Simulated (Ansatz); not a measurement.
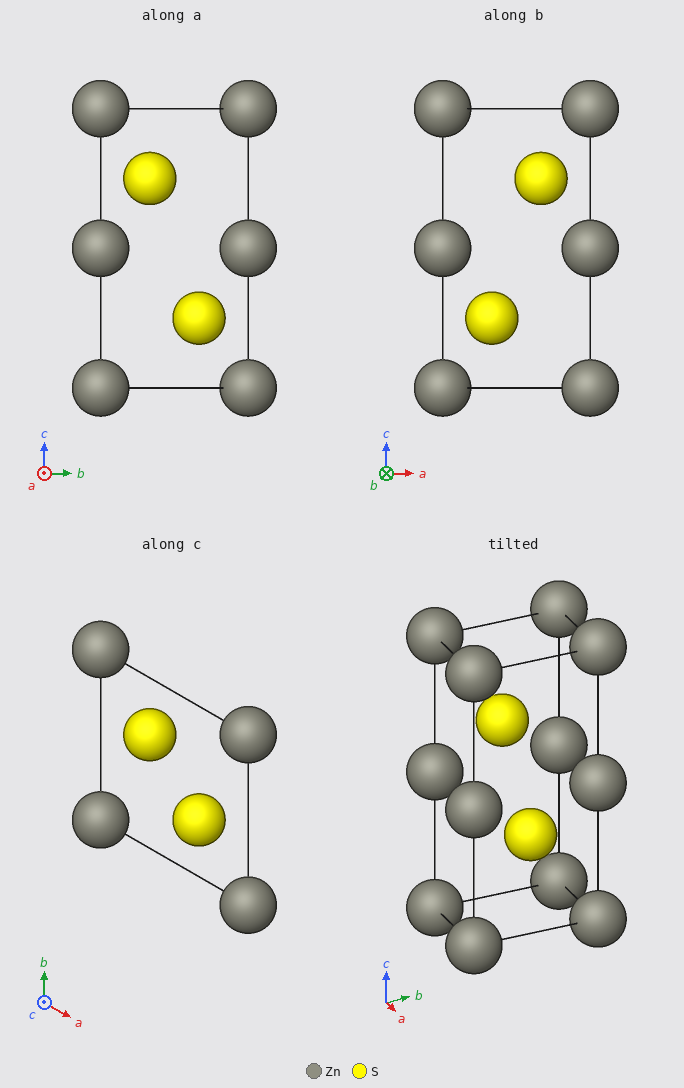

Shown here is a spheres-only view of the crystal, taken along the a axis, along the b axis, along the c axis and slightly off an axis. Lines trace the edges of the conventional unit cell.

Lattice parameters: a = 3.600 Å, b = 3.600 Å, c = 5.899 Å, α = 90.00°, β = 90.00°, γ = 120.00°.

### Write the structure as a table of Wyckoff sites.

Space group P6_3/mmc (No. 194).
| atom | site | x | y | z |
| --- | --- | --- | --- | --- |
| Zn | 2a | 0.0000 | 0.0000 | 0.0000 |
| S | 2c | 0.3333 | 0.6667 | 0.2500 |

Provenance: a structure type filled with these elements by a generator (whether the compound takes this form wasn't checked). It is drawn as it came out of a relaxation with DFT, HSE06, plane waves, PAW (Ansatz 0.2.0).
